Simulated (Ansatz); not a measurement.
## Run report: SnO2, band-structure calculation

SnO2 (Fm-3m, 3 atoms in the cell), computed with DFT, PBE, PAW with Ansatz's default frozen-core files, scalar-relativistic, no spin polarisation (Ansatz 0.2.0).

Its volume is 0.80 times that of the source entry. It belongs to a series of runs on one base structure; here: volume scaled by 0.8, PAW files.

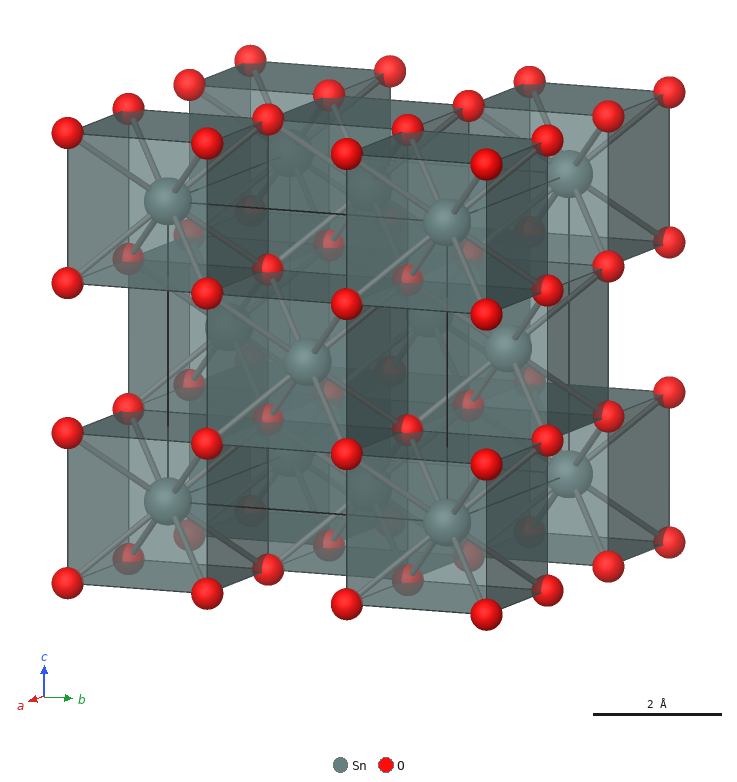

Figure 1. The structure (polyhedral view of the cell 4 times as large as that of the calculation, set on its symmetry axes, seen slightly off an axis; polyhedra are completed across the faces of the cell).

Input file
```yaml
crystal:
  lattice:
    - [0.0, 2.3872561868, 2.3872561868]
    - [2.3872561868, 0.0, 2.3872561868]
    - [2.3872561868, 2.3872561868, 0.0]
  atoms:
    - { symbol: Sn, position: [0.0, 0.0, 0.0] }
    - { symbol: O, position: [0.25, 0.25, 0.25] }
    - { symbol: O, position: [0.75, 0.75, 0.75] }
kpoints:
  mp_grid: { grid: [12, 12, 12] }
  band_path:
    path:
      - [0.0, 0.0, 0.0]
      - [0.5, 0.0, 0.5]
      - [0.625, 0.25, 0.625]
      - [0.375, 0.375, 0.75]
      - [0.0, 0.0, 0.0]
      - [0.5, 0.5, 0.5]
      - [0.5, 0.25, 0.75]
      - [0.5, 0.0, 0.5]
    npoints: 8
scf:
  occupations: { method: fermi_dirac, width: 0.08 }
hamiltonian:
  xc: pbe
  pseudopotentials: { kind: paw }
output:
  forces: true
  stress: true
  eigenvalues: true
  populations: true
  dos: { projected: true, de: 0.2, e_range: [-14, 8] }
```

Run on 1 thread of Intel Xeon @ 2.50GHz (Skylake/Cascade Lake), 32 GiB of memory available, shared host.

Run as:
```bash
ansatz run input.yaml --threads 1 --pin off --max-ram 3072MiB --backend cpu --events-out ev --progress --plain --runs-dir out
```

The program's output
```
Engine: ansatz 0.2.0, x86_64-unknown-linux-gnu
Pseudopotentials: kind: paw
Pseudopotential: Sn, paw, valence charge 14, recommended cutoff 420 eV (normal), Sn.paw.azcp
Pseudopotential: O, paw, valence charge 6, recommended cutoff 420 eV (normal), O.paw.azcp
Functional definition: PBE
  parameter kappa = 0.804
  parameter beta = 0.06672455060314922
  exchange = pbe_x(kappa = kappa, mu = beta*pi^2/3)
  correlation = pbe_c(beta = beta)
Crystal: 3 atoms, lattice volume = 27.210 Å³
Basis set: ecut = 420 eV, 531 PW (Γ), exchange–correlation on 48×48×48 points (8 copies of the dense FFT grid, shifted against one another)
Bands: 17, of which v1, the nominal top of the filled ones, is band 13 counted from 1 (12 counted from 0)
Symmetry: 48 space group operations
Space group: Fm-3m (ITA 225), of the structure as read, at distance tolerance 3.0e-5 Å
k-points: 72 of 1728
Non-local potential: Sn, projectors of the file, l = 0: 2, l = 1: 2, l = 2: 2, l = 3: 2
Non-local potential: O, projectors of the file, l = 0: 2, l = 1: 2, l = 2: 1
PAW form: soft (Blöchl's): semilocal exchange-correlation on the pseudo side does not see the compensation charge
PAW one-centre angular grid: Sn, 590 points (default); XC on 64 Gauss nodes
PAW one-centre angular grid: O, 110 points (default); XC on 64 Gauss nodes
Initial density: superposition of atomic densities (neutral atoms: chi_scale 0, normalization atom), corrected by the library's trained network
Initial wavefunctions: pseudopotential atomic-orbital guess
Functional: x = pbe(κ = 0.804, μ = 0.2195149727645171), c = pbe(β = 0.06672455060314922)
SCF iter   1: F=—  HF=-7157.010905 eV  |F-HF|=—  |Δ(HF+E_count)|=         —  Δρ=6.28e-3  dr2=9.47e-3  ethr=1.77e-3  ⟨swp⟩=5.2  Hψ=5702  notcnv=0
preconditioner: auto → none  [insulator: Δε(μ)=2.299 eV  Ē_g=21.791 eV  σ=0.080 eV  W_gap=1.00  n_scr=14 (ndim 8)  ℏωp=36.3 eV  f_vac=0.027  D(μ)=0.00/eV (n_scr^D=0)  ε∞_Penn≈3.8]
SCF iter   2: F=—  HF=-7157.007005 eV  |F-HF|=—  |Δ(HF+E_count)|=   3.90e-3  Δρ=2.55e-3  dr2=1.13e-3  ethr=3.64e-5  ⟨swp⟩=2.1  Hψ=2839  notcnv=0
SCF iter   3: F=—  HF=-7157.006806 eV  |F-HF|=—  |Δ(HF+E_count)|=   1.98e-4  Δρ=6.23e-4  dr2=3.94e-5  ethr=4.34e-6  ⟨swp⟩=2.0  Hψ=1696  notcnv=0
SCF iter   4: F=—  HF=-7157.006912 eV  |F-HF|=—  |Δ(HF+E_count)|=   1.06e-4  Δρ=1.96e-4  dr2=3.20e-6  ethr=1.52e-7  ⟨swp⟩=2.5  Hψ=2168  notcnv=0
iter 5 did not close the SCF: its close was put off for the readings that it lacked (scf_convergence_deferred on its scf_iter line)
SCF iter   5: F=-7157.006925 eV  HF=-7157.006925 eV  |F-HF|=8.38e-8  |Δ(HF+E_count)|=   1.28e-5  Δρ=1.59e-5  dr2=4.09e-8  ethr=1.23e-8  ⟨swp⟩=2.0  Hψ=1990  notcnv=0
SCF iter   6: F=-7157.006925 eV  HF=-7157.006925 eV  |F-HF|=1.62e-10  |Δ(HF+E_count)|=   9.92e-8  Δρ=1.33e-6  dr2=3.62e-10  ethr=1.57e-10  ⟨swp⟩=2.8  Hψ=4714  notcnv=0
SCF 1 converged in 6 iterations: F = -7157.006925 eV  dr2 = 3.62e-10
  greatest PAW one-centre occupation: 0.996 electrons in one spin orbital (limit 2), on the Sn atom at site 0 (counted from 0), in its partial waves of l = 2
NSCF: frozen V_eff on 57 k-points
SCF converged after 6 iterations
Free energy (F): -7157.006925 eV
Harris-Foulkes:  -7157.006925 eV  (|F-HF|=1.62e-10)
Internal energy: -7157.006925 eV  (E = F + TS)
E sigma→0 (E₀):  -7157.006925 eV
Entropy (-TS):   -0.000000 eV (-0.000 meV/atom)
Fermi energy:    16.608658 eV
--- Per-component energies (eV) ---
  E_band       = 73.689183
  E_kinetic    = 558.503740
  E_local      = -998.739604  (includes V_loc(G=0)·N_el)
  E_nonlocal   = 69.326713
  E_hartree    = 591.182443
  E_xc         = -531.421846
  E_vxc        = -287.594747  (∫ρ·V_xc dr)
  E_paw        = -4468.315663  (= ΣΔE_a)
  E_vpaw       = -450.177654  (= ΣTr[D̂ρ^β])
  E_aug_tail   = 0.005096  (compensation charges beyond the density's cutoff)
  E_ewald      = -2377.547803
  E_smearing   = -0.000000  (= −TS)
  E_closure    = 0.000000  (closes the sum)
  Σ components = -7157.006925   (vs F -7157.006925, Δ=0.00e0)
--- Forces (eV/Å), atoms counted from 1 ---
  atom   1  Sn    -0.00000000     0.00000000     0.00000000
  atom   2  O     -0.00000000     0.00000000     0.00000000
  atom   3  O      0.00000000    -0.00000000     0.00000000
  max |Σ_I F_I| component: 4.63e-18 eV/Å
--- Stress (GPa, compression-positive) ---
       71.228662      -0.000000      -0.000000
       -0.000000      71.228662       0.000000
       -0.000000      -0.000000      71.228662
  P = ⅓ Tr σ = 71.2287 GPa (712.287 kbar)
--- Band table (eV; the first three rows and the last of 72) ---
  k-point 0: bands = ["-6.2750", "-5.3466", "-5.3466", "-5.3466", "-4.9871", "-4.9871", "-0.8184", "11.8672", "11.8672", "11.8672", "13.5253", "13.5253", "13.5253", "17.5889", "23.0462", "23.0462", "23.0462"]
  k-point 1: bands = ["-6.1884", "-5.4058", "-5.3346", "-5.3346", "-4.9883", "-4.9883", "-0.7661", "11.5446", "11.8065", "11.8065", "13.2136", "13.4682", "13.4682", "18.1124", "22.9626", "23.2700", "23.2700"]
  k-point 2: bands = ["-6.0234", "-5.4559", "-5.3042", "-5.3042", "-4.9888", "-4.9888", "-0.6763", "10.7650", "11.6454", "11.6454", "12.5951", "13.3169", "13.3169", "19.2333", "22.8900", "23.9085", "23.9085"]
  k-point 71: bands = ["-6.0404", "-6.0404", "-5.1005", "-4.9918", "-4.9623", "-1.8380", "-1.8380", "5.8817", "7.8528", "11.5269", "11.5269", "14.7764", "15.3487", "21.4314", "24.5515", "27.0359", "27.0359"]
--- Löwdin populations: 3 sites ---
  site symbol       q [e]
     0     Sn     12.2066
     1      O      6.8270
     2      O      6.8270
  spilling = 0.005360 (of n_electrons = 26.000000)
```

File dos.tsv
```
# E-E_F[eV]	g_bin_mean(E)[states/eV]	N(E)
# format = ansatz-dos/2
# fermi_ev = 16.608658
# fermi_mp_grid = 12 12 12
# fermi_mp_shift = 0 0 0
# g_bin_mean(E): the states in a bin one row spacing wide, centred on E, divided by that spacing. States that the method places at a single energy (under output.dos.method: tetrahedron, those of a tetrahedron whose four corners have one energy) are counted whole in the row whose bin holds that energy (on the edge of two bins, in the lower row). The sum of g_bin_mean over a run of rows, times the row spacing, is the number of states from half a spacing under the first of them to half a spacing over the last (a plain sum, not the trapezoid rule).
-14.000000	0.000000e0	1.400000e1
-13.800000	0.000000e0	1.400000e1
-13.600000	0.000000e0	1.400000e1
-13.400000	0.000000e0	1.400000e1
-13.200000	0.000000e0	1.400000e1
-13.000000	0.000000e0	1.400000e1
-12.800000	0.000000e0	1.400000e1
-12.600000	0.000000e0	1.400000e1
-12.400000	0.000000e0	1.400000e1
-12.200000	0.000000e0	1.400000e1
-12.000000	0.000000e0	1.400000e1
-11.800000	0.000000e0	1.400000e1
-11.600000	0.000000e0	1.400000e1
-11.400000	0.000000e0	1.400000e1
-11.200000	0.000000e0	1.400000e1
-11.000000	3.119211e-2	1.400000e1
-10.800000	4.280660e-1	1.403912e1
-10.600000	7.216966e-1	1.416357e1
-10.400000	6.610733e-1	1.430236e1
-10.200000	6.412854e-1	1.443413e1
-10.000000	5.874241e-1	1.455620e1
-9.800000	5.693115e-1	1.467141e1
-9.600000	5.514579e-1	1.478378e1
-9.400000	5.171016e-1	1.489061e1
-9.200000	4.968298e-1	1.499182e1
-9.000000	4.832601e-1	1.508972e1
-8.800000	4.689763e-1	1.518488e1
-8.600000	6.636138e-1	1.528859e1
-8.400000	8.777253e-1	1.544711e1
-8.200000	1.156655e0	1.564788e1
-8.000000	1.390786e0	1.591241e1
-7.800000	1.400000e0	1.618930e1
-7.600000	1.345702e0	1.646594e1
-7.400000	1.308413e0	1.672938e1
-7.200000	1.312270e0	1.699138e1
-7.000000	1.298724e0	1.725235e1
-6.800000	1.319268e0	1.751293e1
-6.600000	1.371212e0	1.778209e1
-6.400000	1.415510e0	1.806081e1
-6.200000	1.520636e0	1.835103e1
-6.000000	1.669998e0	1.866887e1
-5.800000	2.307233e0	1.905252e1
-5.600000	1.709841e0	1.951667e1
-5.400000	8.234047e-1	1.973334e1
-5.200000	8.049596e-1	1.988417e1
-5.000000	1.192844e0	2.007447e1
-4.800000	1.299046e0	2.033808e1
-4.600000	1.185947e0	2.060306e1
-4.400000	1.000297e0	2.080372e1
-4.200000	9.467550e-1	2.100557e1
-4.000000	8.538188e-1	2.117877e1
-3.800000	1.420944e0	2.138487e1
-3.600000	1.629857e0	2.171876e1
-3.400000	1.607517e0	2.203616e1
-3.200000	1.705428e0	2.236444e1
-3.000000	1.845865e0	2.272358e1
-2.800000	1.979806e0	2.310399e1
-2.600000	2.097203e0	2.351013e1
-2.400000	2.198392e0	2.394543e1
-2.200000	2.323674e0	2.438693e1
-2.000000	2.480790e0	2.487328e1
-1.800000	2.200480e0	2.536714e1
-1.600000	1.534428e0	2.573386e1
-1.400000	6.383150e-1	2.596574e1
-1.200000	4.967086e-3	2.600000e1
-1.000000	0.000000e0	2.600000e1
-0.800000	0.000000e0	2.600000e1
-0.600000	0.000000e0	2.600000e1
-0.400000	0.000000e0	2.600000e1
-0.200000	0.000000e0	2.600000e1
0.000000	0.000000e0	2.600000e1
0.200000	0.000000e0	2.600000e1
0.400000	0.000000e0	2.600000e1
0.600000	0.000000e0	2.600000e1
0.800000	0.000000e0	2.600000e1
1.000000	2.296859e-4	2.600000e1
1.200000	4.139049e-3	2.600028e1
1.400000	1.439067e-2	2.600198e1
1.600000	2.340350e-2	2.600596e1
1.800000	3.029506e-2	2.601127e1
2.000000	3.815276e-2	2.601810e1
2.200000	4.686514e-2	2.602656e1
2.400000	5.980565e-2	2.603708e1
2.600000	7.525478e-2	2.605062e1
2.800000	8.965037e-2	2.606710e1
3.000000	1.656616e-1	2.608868e1
3.200000	3.262754e-1	2.613892e1
3.400000	4.876514e-1	2.621784e1
3.600000	6.221344e-1	2.633422e1
3.800000	6.431822e-1	2.645905e1
4.000000	7.341107e-1	2.659824e1
4.200000	7.723790e-1	2.674759e1
4.400000	8.723855e-1	2.691008e1
4.600000	1.081604e0	2.710377e1
4.800000	1.423908e0	2.735388e1
5.000000	1.511707e0	2.766687e1
5.200000	8.297947e-1	2.790118e1
5.400000	4.383643e-1	2.802934e1
5.600000	2.448557e-1	2.808099e1
5.800000	3.572729e-1	2.813891e1
6.000000	5.373602e-1	2.822786e1
6.200000	6.178538e-1	2.835081e1
6.400000	4.966329e-1	2.846128e1
6.600000	5.433748e-1	2.856046e1
6.800000	6.276913e-1	2.867949e1
7.000000	7.038288e-1	2.881027e1
7.200000	8.762983e-1	2.896648e1
7.400000	1.217705e0	2.916631e1
7.600000	1.270410e0	2.943006e1
7.800000	1.371883e0	2.969948e1
8.000000	1.162652e0	2.996609e1
```

File populations.tsv
```
# site	symbol	l	j	q
# orbitals = lowdin
# n_electrons = 26.000000
# spilling = 0.005360
0	Sn	0_5S	-	0.784398
0	Sn	1_5P	-	1.428643
0	Sn	2_4D	-	9.993544
1	O	0_2S	-	1.722221
1	O	1_2P	-	5.104802
2	O	0_2S	-	1.722221
2	O	1_2P	-	5.104802
```

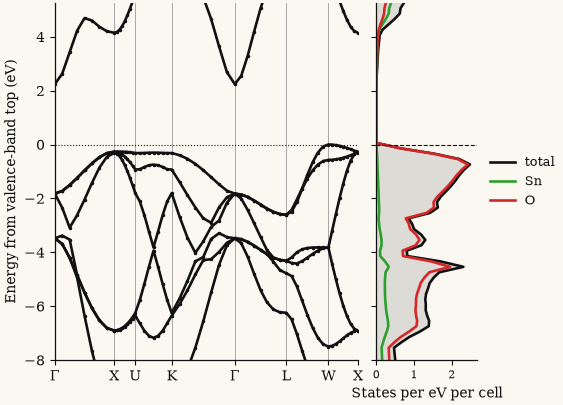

Figure 2. Band structure along Γ–X–U–K–Γ–L–W–X and density of states (projected on Löwdin-orthogonalised atomic shells), with energies from the valence-band top. There is a gap of 2.24 eV on this path, indirect, from W to Γ.

Results in brief

- outcome: converged
- space group (tolerance 0.01 Å): Fm-3m (225)
- electrons treated: 26
- free energy: −7157.0069 eV
- Fermi energy: 16.609 eV
- pressure: 71.23 GPa
- electronic character: gap of 2.24 eV
- largest force (length of the vector): under 0.001 eV/Å
- wall time: 3.3 s
- peak memory: 0.38 GiB

Remarks

The cell is under a pressure of 71 GPa at this level, so it is not at its equilibrium volume.
